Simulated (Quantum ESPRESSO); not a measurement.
MoS2: relaxation of cell and atoms (part 3 of 3)

The same run, continued: MoS2 (P-6m2, 3 atoms in the cell); Kohn-Sham DFT of a periodic cell, PBEsol, GBRV 1.5 PBEsol (Quantum ESPRESSO 7.5); cutoff 707.5 eV, 10×10×2 k-mesh, fermi-dirac of 0.05 eV. The structure derives from a Materials Project entry. The run did not end well.

Geometry of the input (Å; fractional positions):
```
3.1841  0.0000  0.0000
-1.5921  2.7575  0.0000
0.0000  0.0000  17.3346
Mo 0.0000  0.0000  0.0000
S  0.3333  0.6667  0.9105
S  0.3333  0.6667  0.0895
```

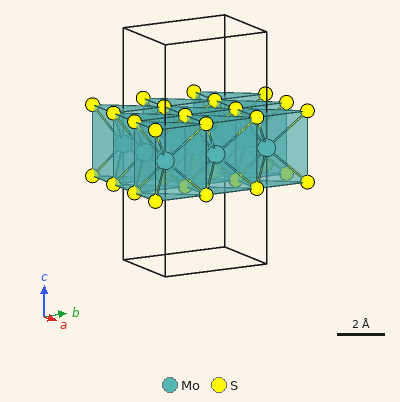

**Figure 1.** The structure as given in the input (polyhedral view of the 2 × 2 repeat of the cell, with the vacuum cut short, seen slightly off an axis; polyhedra are completed across the faces of the cell). An atom can appear more than once, as a periodic image.

### What the program printed, continued
```
          total   stress  (Ry/bohr**3)                   (kbar)     P=      101.21
   0.00068781   0.00000000  -0.00000000          101.18        0.00       -0.00
   0.00000000   0.00068781  -0.00000000            0.00      101.18       -0.00
  -0.00000000  -0.00000000   0.00068836           -0.00       -0.00      101.26

     Energy error            =      3.2E-06 Ry
     Gradient error          =      5.8E-04 Ry/Bohr
     Cell gradient error     =      1.3E+00 kbar

     number of scf cycles    =  22
     number of bfgs steps    =  21

     enthalpy           old  =    -187.3275454617 Ry
     enthalpy           new  =    -187.3275486513 Ry

     CASE: enthalpy          _new < enthalpy          _old

     new trust radius        =       0.0007255468 bohr
     new conv_thr            =            6.0E-12 Ry

     new unit-cell volume =    340.95428 a.u.^3 (    50.52421 Ang^3 )
     density =      5.26089 g/cm^3

CELL_PARAMETERS (alat=  6.01712624)
   0.959532223  -0.000000000   0.000000000
  -0.479766111   0.830979281  -0.000000000
   0.000000000   0.000000000   1.962813395

ATOMIC_POSITIONS (alat)
Mo               0.0000000000        0.0000000000        0.0000000000
S               -0.0000000000        0.5539861871        1.4701244046
S               -0.0000000000        0.5539861871        0.4926889902

     NEW-OLD atomic charge density approx. for the potential
     New effective cutoffs (rho, wfc): 3180.06  398.26

     Self-consistent Calculation

     iteration #  1     ecut=    52.00 Ry     beta= 0.50
     Davidson diagonalization with overlap
     ethr =  1.00E-06,  avg # of iterations =  2.0

     Threshold (ethr) on eigenvalues was too large:
     Diagonalizing with lowered threshold

     Davidson diagonalization with overlap
     ethr =  9.91E-10,  avg # of iterations =  3.9

     total energy              =    -187.55932527 Ry
     estimated scf accuracy    <       0.00000026 Ry

     iteration #  2     ecut=    52.00 Ry     beta= 0.50
     Davidson diagonalization with overlap
     ethr =  1.02E-09,  avg # of iterations =  2.9

     total energy              =    -187.55932537 Ry
     estimated scf accuracy    <       0.00000130 Ry

     iteration #  3     ecut=    52.00 Ry     beta= 0.50
     Davidson diagonalization with overlap
     ethr =  1.02E-09,  avg # of iterations =  2.0

     total energy              =    -187.55932555 Ry
     estimated scf accuracy    <          1.1E-09 Ry

     iteration #  4     ecut=    52.00 Ry     beta= 0.50
     Davidson diagonalization with overlap
     ethr =  4.15E-12,  avg # of iterations =  4.9

     total energy              =    -187.55932556 Ry
     estimated scf accuracy    <          1.3E-09 Ry

     iteration #  5     ecut=    52.00 Ry     beta= 0.50
     Davidson diagonalization with overlap
     ethr =  4.15E-12,  avg # of iterations =  1.1

     total energy              =    -187.55932556 Ry
     estimated scf accuracy    <          3.2E-11 Ry

     iteration #  6     ecut=    52.00 Ry     beta= 0.50
     Davidson diagonalization with overlap
     ethr =  1.22E-13,  avg # of iterations =  3.8

     total energy              =    -187.55932556 Ry
     estimated scf accuracy    <          6.1E-12 Ry

     iteration #  7     ecut=    52.00 Ry     beta= 0.50
     Davidson diagonalization with overlap
     ethr =  1.00E-13,  avg # of iterations =  1.0

     End of self-consistent calculation

          k = 0.0000 0.0000 0.0000 (  6387 PWs)   bands (ev):

   -49.4359 -23.7149 -23.3223 -23.3223  -3.5134  -1.7723   4.5458   8.6325
     8.6325   9.8975   9.8975  10.1875  10.4189  14.4024  14.4024  14.4479
    14.4479  17.8684  20.1789  21.0664

          k = 0.0000-0.0000-0.2547 (  6460 PWs)   bands (ev):

   -49.4359 -23.7150 -23.3223 -23.3223  -3.2408  -2.2310   5.5877   7.9068
     8.6533   8.6533   9.8541   9.8541  11.7772  14.2328  14.2328  14.6843
    14.6843  18.0534  20.0394  21.5228

          k = 0.0000 0.1203-0.0000 (  6450 PWs)   bands (ev):

   -49.4297 -23.7035 -23.3787 -23.3349  -3.3384  -1.7043   4.7397   8.2507
     8.8140   9.1106   9.6299  10.2197  10.8955  13.8659  14.2509  14.2597
    14.6919  18.6311  20.2124  21.7439

          k = 0.0000 0.1203-0.2547 (  6448 PWs)   bands (ev):

   -49.4297 -23.7036 -23.3787 -23.3349  -3.0643  -2.1487   5.7818   7.6727
     8.2976   8.8393   9.5824   9.7955  11.6023  13.9921  14.3684  14.4883
    14.5059  18.8084  20.5892  21.4804

          k = 0.0000 0.2407-0.0000 (  6490 PWs)   bands (ev):

   -49.4135 -23.6736 -23.5241 -23.3677  -2.8489  -1.5152   5.1992   7.4441
     8.0784   9.0599   9.2958  10.1367  10.8031  13.0266  13.8693  14.5245
    15.2737  19.3213  20.8134  21.2237

          k = 0.0000 0.2407-0.2547 (  6504 PWs)   bands (ev):

   -49.4135 -23.6737 -23.5241 -23.3677  -2.5726  -1.9191   6.1495   7.1418
     7.6588   9.0057   9.3392   9.3756  10.9795  13.9338  14.0225  14.0942
    15.0311  20.0109  20.1646  21.5260

          k = 0.0000 0.3610-0.0000 (  6510 PWs)   bands (ev):

   -49.3934 -23.6998 -23.6365 -23.4080  -2.1553  -1.2544   5.4200   6.8110
     7.1057   8.5060   9.7939   9.8765  10.3054  12.9987  13.6590  15.2160
    15.7532  18.7589  19.7240  20.2173

          k = 0.0000 0.3610-0.2547 (  6514 PWs)   bands (ev):

   -49.3934 -23.6998 -23.6365 -23.4080  -1.8823  -1.6004   5.9056   6.4943
     7.5410   8.4468   8.7480   9.9637  10.3630  13.8319  14.0752  14.3144
    15.4234  18.7756  20.1180  21.2593

          k = 0.0000 0.4814-0.0000 (  6506 PWs)   bands (ev):

   -49.3771 -23.8388 -23.6062 -23.4403  -1.4751  -1.0140   5.0225   6.3716
     6.5279   8.1306   9.8426   9.9474  10.2776  13.5925  13.7791  15.6754
    16.0044  17.5820  19.0742  19.6548

          k = 0.0000 0.4814-0.2547 (  6522 PWs)   bands (ev):

   -49.3771 -23.8388 -23.6063 -23.4403  -1.3039  -1.2147   5.3067   5.9020
     7.3349   8.0686   8.3376  10.4283  10.6097  13.8640  14.3512  14.6287
    15.5991  18.3030  19.3026  20.3021

          k =-0.0000-0.6017 0.0000 (  6530 PWs)   bands (ev):

   -49.3708 -23.8912 -23.5946 -23.4527  -1.1683  -0.9131   4.7474   6.0926
     6.3917   7.9995   9.8317  10.0453  10.3985  13.9270  14.0375  15.7786
    16.0752  16.7805  19.1542  19.5696

          k =-0.0000-0.6017-0.2547 (  6504 PWs)   bands (ev):

   -49.3708 -23.8912 -23.5947 -23.4526  -1.1785  -0.9177   5.0273   5.6533
     7.1357   7.9366   8.2127  10.5802  10.9524  13.9637  14.5543  14.6865
    15.6413  18.4069  18.6325  19.7610

          k = 0.1042 0.1805-0.0000 (  6473 PWs)   bands (ev):

   -49.4185 -23.6829 -23.4755 -23.3617  -3.0058  -1.5752   5.0756   7.6797
     8.4642   9.0065   9.1168  10.2037  11.0711  13.2048  13.9123  14.1679
    15.2577  19.7201  20.2556  21.3675

          k = 0.1042 0.1805-0.2547 (  6460 PWs)   bands (ev):

   -49.4185 -23.6830 -23.4754 -23.3617  -2.7297  -1.9922   6.0848   7.3400
     7.8075   8.8819   9.1586   9.8121  11.1977  13.7795  13.9856  14.2574
    14.9543  20.0038  20.7551  21.2270

          k = 0.1042 0.3008-0.0000 (  6486 PWs)   bands (ev):

   -49.4003 -23.6494 -23.6260 -23.4083  -2.4104  -1.3461   5.4747   7.0277
     7.5672   8.3427   9.3785  10.0887  10.7938  12.7387  13.7329  14.5162
    15.9088  19.5598  20.3704  21.0834

          k = 0.1042 0.3008-0.2547 (  6478 PWs)   bands (ev):

   -49.4003 -23.6494 -23.6260 -23.4083  -2.1348  -1.7141   6.1683   6.8742
     7.5597   7.9827   9.5004   9.5251  10.5916  13.6492  13.8976  14.2099
    15.4053  19.6426  20.8315  21.3399

          k = 0.1042 0.4212-0.0000 (  6522 PWs)   bands (ev):

   -49.3821 -23.7729 -23.6156 -23.4550  -1.7078  -1.0842   5.3506   6.6114
     6.7241   8.0653   9.2261  10.2581  10.3005  12.9704  13.9864  15.0954
    16.2257  18.3792  19.5828  20.3572

          k = 0.1042 0.4212-0.2547 (  6526 PWs)   bands (ev):

   -49.3821 -23.7729 -23.6157 -23.4550  -1.4409  -1.3949   5.6703   6.2036
     7.5865   7.6008   8.9606   9.5611  10.6155  13.8114  14.3058  14.3282
    15.5050  18.9400  20.1435  20.8916

          k = 0.1042 0.5415-0.0000 (  6522 PWs)   bands (ev):

   -49.3708 -23.8621 -23.5947 -23.4837  -1.1841  -0.8997   4.9737   6.0268
     6.4998   7.9919   9.3022   9.8886  10.5557  13.6061  14.2436  15.5078
    16.1654  17.0516  19.6182  20.2379

          k = 0.1042 0.5415-0.2547 (  6514 PWs)   bands (ev):

   -49.3708 -23.8621 -23.5947 -23.4837  -1.1689  -0.9311   5.2463   5.6763
     7.2726   7.6299   8.4635   9.8084  10.9866  14.0084  14.6047  14.7590
    15.2323  19.0767  19.1576  20.0582

          k = 0.2084 0.3610-0.0000 (  6517 PWs)   bands (ev):

   -49.3840 -23.7290 -23.6192 -23.4798  -1.7951  -1.1065   5.5578   6.7517
     6.9018   7.8859   8.7504  10.3151  10.5561  12.6629  14.0901  14.6318
    16.4500  18.9506  20.0704  21.1712

          k = 0.2084 0.3610-0.2547 (  6510 PWs)   bands (ev):

   -49.3840 -23.7290 -23.6193 -23.4798  -1.5255  -1.4261   5.9155   6.5250
     7.1063   7.8778   8.9143   9.3424  10.5513  13.7579  13.9263  14.3466
    15.6594  19.5756  20.8238  21.0885

          k = 0.2084 0.4814-0.0000 (  6530 PWs)   bands (ev):

   -49.3708 -23.8008 -23.5948 -23.5482  -1.2090  -0.8778   5.4154   5.9282
     6.8176   7.9499   8.1866  10.0375  10.5935  13.1800  14.4457  14.8496
    16.6962  17.7453  19.3621  21.1472

          k = 0.2084 0.4814-0.2547 (  6522 PWs)   bands (ev):

   -49.3708 -23.8007 -23.5948 -23.5482  -1.1534  -0.9523   5.6795   5.7370
     7.2511   7.6834   8.6206   8.7751  10.8022  13.9879  14.0096  14.7239
    15.8024  19.5177  19.9512  21.4146

          k = 0.2084 0.6017-0.0000 (  6519 PWs)   bands (ev):

   -49.3658 -23.8258 -23.5854 -23.5764  -0.9544  -0.7792   5.3570   5.6077
     6.6073   8.0631   8.0845   9.7514  10.8255  13.5474  14.5007  14.9287
    16.7518  17.0196  19.2120  20.9910

          k = 0.2084 0.6017-0.2547 (  6508 PWs)   bands (ev):

   -49.3658 -23.8258 -23.5854 -23.5764  -1.0363  -0.7063   5.4099   5.6168
     7.3055   7.5150   8.3624   8.6970  11.1066  13.7613  14.0247  15.1966
    15.8561  19.3299  19.6974  21.2255

          k = 0.3127 0.5415-0.0000 (  6515 PWs)   bands (ev):

   -49.3638 -23.7743 -23.6501 -23.5819  -0.8703  -0.7249   5.4169   5.7909
     6.8251   7.1441   8.1588   9.6522  10.9892  13.3548  14.6064  14.6494
    17.1061  17.4873  18.2208  21.6656

          k = 0.3127 0.5415-0.2547 (  6500 PWs)   bands (ev):

   -49.3638 -23.7742 -23.6501 -23.5819  -0.9788  -0.6236   5.2725   6.0413
     7.1887   7.5697   8.1257   8.2607  11.1672  13.5165  13.6463  15.4962
    16.3424  19.6237  19.7740  20.4643

     the Fermi energy is    12.1702 ev

!    total energy              =    -187.55932556 Ry
     estimated scf accuracy    <          3.5E-13 Ry
     smearing contrib. (-TS)   =      -0.00000035 Ry
     internal energy E=F+TS    =    -187.55932521 Ry

     The total energy is F=E-TS. E is the sum of the following terms:
     one-electron contribution =     -89.89231709 Ry
     hartree contribution      =      56.99464317 Ry
     xc contribution           =     -36.18844238 Ry
     ewald contribution        =    -118.47320891 Ry

     convergence has been achieved in   7 iterations

     Forces acting on atoms (cartesian axes, Ry/au):

     atom    1 type  1   force =    -0.00000000   -0.00000000    0.00000000
     atom    2 type  2   force =     0.00000000   -0.00000000   -0.00021717
     atom    3 type  2   force =    -0.00000000    0.00000000    0.00021717

     Total force =     0.000307     Total SCF correction =     0.000015

     Computing stress (Cartesian axis) and pressure

          total   stress  (Ry/bohr**3)                   (kbar)     P=      100.26
   0.00068112   0.00000000  -0.00000000          100.20        0.00       -0.00
   0.00000000   0.00068112  -0.00000000            0.00      100.20       -0.00
   0.00000000   0.00000000   0.00068250            0.00        0.00      100.40

     Energy error            =      9.0E-07 Ry
     Gradient error          =      2.2E-04 Ry/Bohr
     Cell gradient error     =      4.0E-01 kbar

     number of scf cycles    =  23
     number of bfgs steps    =  22

     enthalpy           old  =    -187.3275486513 Ry
     enthalpy           new  =    -187.3275495562 Ry

     CASE: enthalpy          _new < enthalpy          _old

     new trust radius        =       0.0005245312 bohr
     new conv_thr            =            6.0E-12 Ry

     new unit-cell volume =    340.94495 a.u.^3 (    50.52283 Ang^3 )
     density =      5.26104 g/cm^3

CELL_PARAMETERS (alat=  6.01712624)
   0.959541036  -0.000000000   0.000000000
  -0.479770518   0.830986913  -0.000000000
   0.000000000   0.000000000   1.962723679

ATOMIC_POSITIONS (alat)
Mo               0.0000000000        0.0000000000        0.0000000000
S               -0.0000000000        0.5539912753        1.4699700395
S               -0.0000000000        0.5539912753        0.4927536395

     NEW-OLD atomic charge density approx. for the potential
     New effective cutoffs (rho, wfc): 3180.35  398.29

     Self-consistent Calculation

     iteration #  1     ecut=    52.00 Ry     beta= 0.50
     Davidson diagonalization with overlap
     ethr =  1.00E-06,  avg # of iterations =  2.0

     Threshold (ethr) on eigenvalues was too large:
     Diagonalizing with lowered threshold

     Davidson diagonalization with overlap
```

### What the run reported

```json
{"quantity": "outcome", "value": "stopped at the time limit"}
{"quantity": "space group (tolerance 0.01 Å)", "value": "P-6m2 (187)"}
{"quantity": "hardware", "value": "2 threads of Arm Neoverse V2, 24 GiB of memory available, shared host"}
{"quantity": "wall time", "value": "18 min"}
{"quantity": "peak memory", "value": "0.1 GiB"}
```

### What went wrong

The run was cut off by its time limit, so the output is incomplete. Further notes kept with the run: Interpolation table for Vloc re-allocated; SCF correction compared to forces is large. Notes on the run: negative rho.
